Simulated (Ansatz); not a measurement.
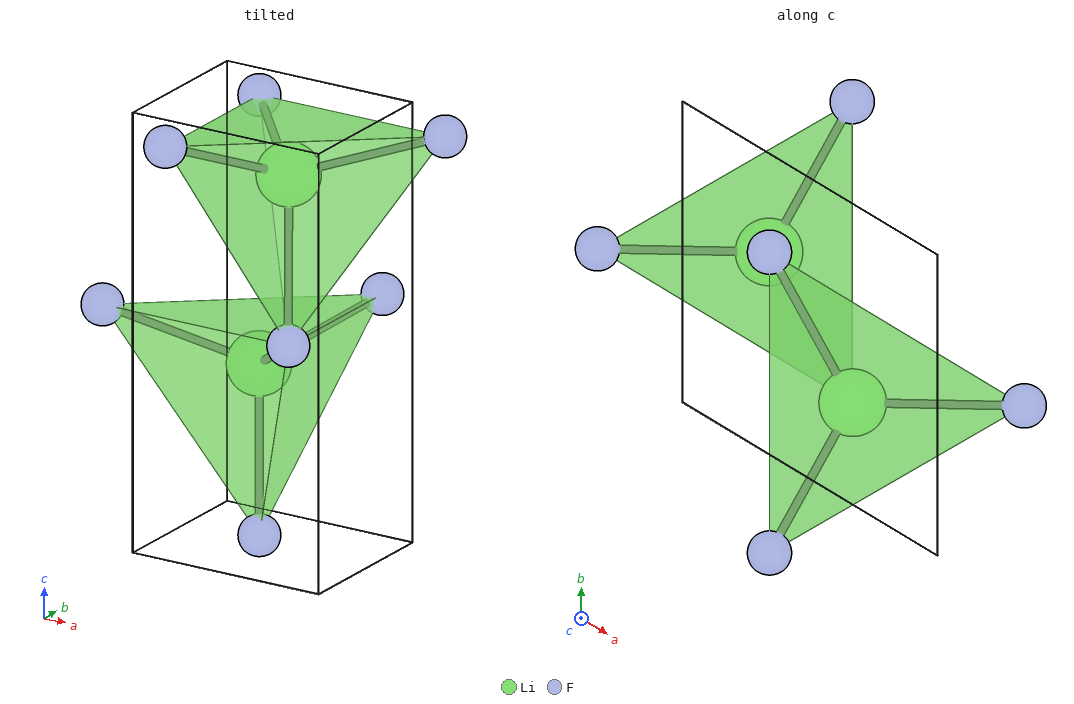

View slightly off an axis and along the c axis, drawn as a polyhedral model. The edges of the unit cell are marked. Some atoms of the next cells are drawn as well.

LiF, a = 3.081 Å, b = 3.115 Å, c = 4.785 Å, α = 90.00°, β = 90.00°, γ = 121.10°. Strictly the space group is P2_1 (No. 4, within 0.01 Å). It is a distorted form of a primitive hexagonal structure, space group P6_3mc (No. 186) within 0.25 Å: wurtzite. The initial geometry was a structure listed in the Materials Project. The cell was then strained or its atoms displaced on purpose. An electronic-structure calculation with Ansatz was run on it.

This one geometry was computed with Ansatz (DFT, plane waves, PAW) at three levels of theory: HSE06, PBE and r2SCAN. It was relaxed with r2SCAN and then strained.

### Which level gives the highest pressure at this volume, and what does that say about its equilibrium volume?

Highest: PBE (3.0 GPa), which points to the largest equilibrium volume. Lowest, with the smallest volume: r2SCAN (0.0 GPa). Levels within 0.5 GPa of each other can't be told apart.

### How does the band gap change with the level of theory?

PBE: a gap of 7.85 eV, direct; r2SCAN: a gap of 8.58 eV, direct; HSE06: a gap of 10.03 eV, direct.

### Collect the results in a table.

| level | cutoff (eV) | k-mesh of the run's cell | gap (eV) | pressure (GPa) |
| --- | --- | --- | --- | --- |
| HSE06 | 420 | 6×6×4 | 10.03 | 0.8 |
| PBE | 420 | 12×12×6 | 7.85 | 3.0 |
| r2SCAN | 500 | 12×12×6 | 8.58 | 0.0 |

Gaps are taken on the k-mesh or band path of each run.
